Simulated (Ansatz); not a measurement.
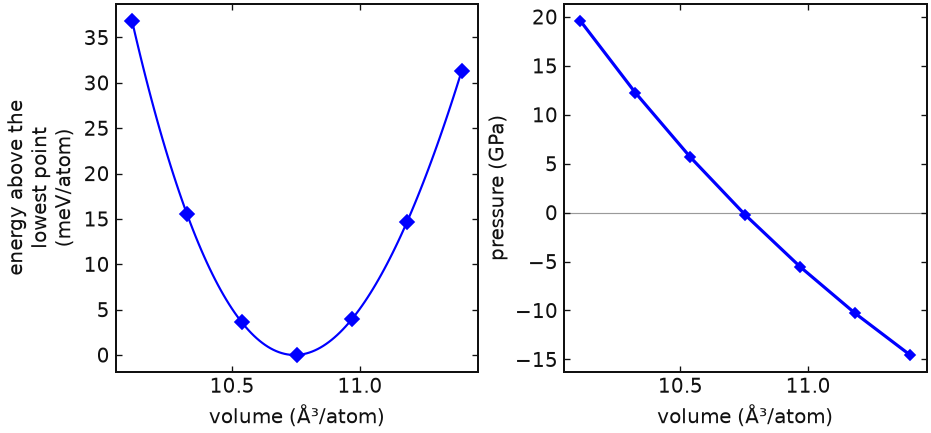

Plotted: energy above the lowest point and pressure against volume for Mn, space group Fm-3m (No. 225) (one of a set of cubic test structures, which need not be the stable phase).

Computed with Ansatz 0.2.0 development build: equation of state of a cubic crystal from periodic Kohn-Sham density functional theory without spin, third-order Birch-Murnaghan fit to the free energies; pressure corrected for the finite basis. Level: PBE.

structure type fcc; atoms in cell 1; space group number 225; lattice centring face-centred primitive; k mesh 27×27×27; occupation method Fermi–Dirac; occupation width 0.06123 eV; wave cutoff 700 eV; datasets hard PAW; density tolerance 1e−09 eV; bands 12; density cutoff ratio 4; search for lower states default.

Give the fitted equation-of-state parameters.

Answer. A third-order Birch–Murnaghan fit gives V0 = 10.74 Å³/atom, B0 = 281 GPa and B′ = 4.4.

How does the pressure vary with volume?

Answer. It falls from 19.6 GPa at volume 10.11 Å³/atom to −14.6 GPa at 11.40 Å³/atom, and changes sign near 10.75 Å³/atom.

Keep in mind: cubic model structure, not the ambient form; known magnet treated without spin, far from its ground state.

The computed values:

| volume (Å³/atom) | energy above the lowest point (meV/atom) | pressure (GPa) |
| --- | --- | --- |
| 10.11 | 36.8 | 19.6 |
| 10.32 | 15.5 | 12.3 |
| 10.54 | 3.6 | 5.7 |
| 10.75 | 0.0 | −0.2 |
| 10.97 | 3.9 | −5.5 |
| 11.18 | 14.6 | −10.3 |
| 11.40 | 31.3 | −14.6 |
